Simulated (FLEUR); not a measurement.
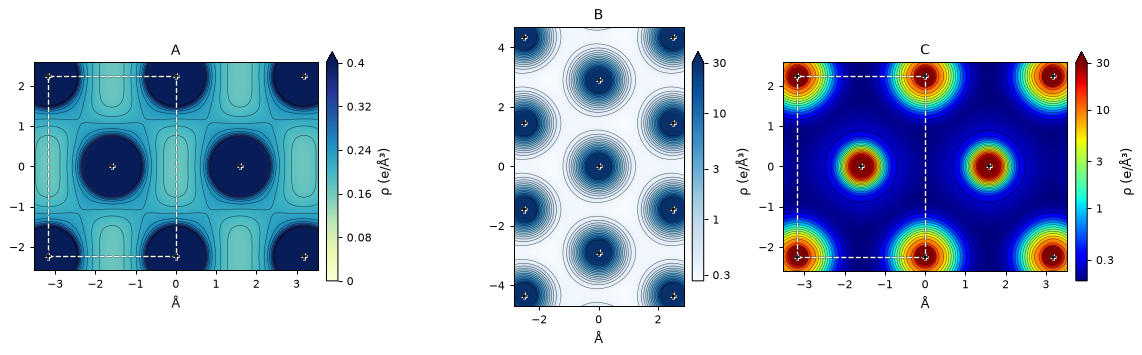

The total electron density of 3 systems, each on a plane through atoms (crosses mark nuclei in the plane).

These are results of FLEUR, Kohn-Sham DFT of a periodic cell, PBEsol, all-electron, not measurements.

System 1: TiAl, the (110) plane of the conventional cell. Space group Pm-3m; a structure from a database of computed crystals, not necessarily the ambient phase.

System 2: Al, the (011̄) plane of the conventional cell. Space group I4/mmm; a structure from a database of computed crystals, not necessarily the ambient phase; changed on purpose from its base cell (strain component 1 = -0.01).

```
Al
1.0
     0.00000    0.00000   -3.18244
     0.00000    3.18244    0.00000
     3.15061    0.00000    0.00000
Al
2
Direct
  0.00000 0.00000 0.00000
  0.50000 0.50000 0.50000
```

System 3: Ta, the (001) plane of the conventional cell. Space group C2/m; a structure from a database of computed crystals, not necessarily the ambient phase; changed on purpose from its base cell (strain component 4 = -0.04).

```
Ta
1.0
     0.00000    5.02359   -0.10047
    -2.90037    0.00000    0.00000
     0.00000   -0.10333    5.16627
Ta
4
Direct
  0.33333 0.00000 0.25000
  0.83333 0.50000 0.25000
  0.16667 0.50000 0.75000
  0.66667 0.00000 0.75000
```

Question: Which map belongs to which system?

Answer: Panel A is system 2, Al: the plane holds Al. Al–Al (2.75 Å): the density is about 0.22 e/Å³ at the midpoint. Panel B is system 3, Ta: the plane holds Ta. Ta–Ta (2.90 Å): the density is about 0.3 e/Å³ at the midpoint. Panel C is system 1, TiAl: the plane holds Ti and Al. Ti–Al (2.75 Å): ρ is about 0.2 e/Å³ halfway.
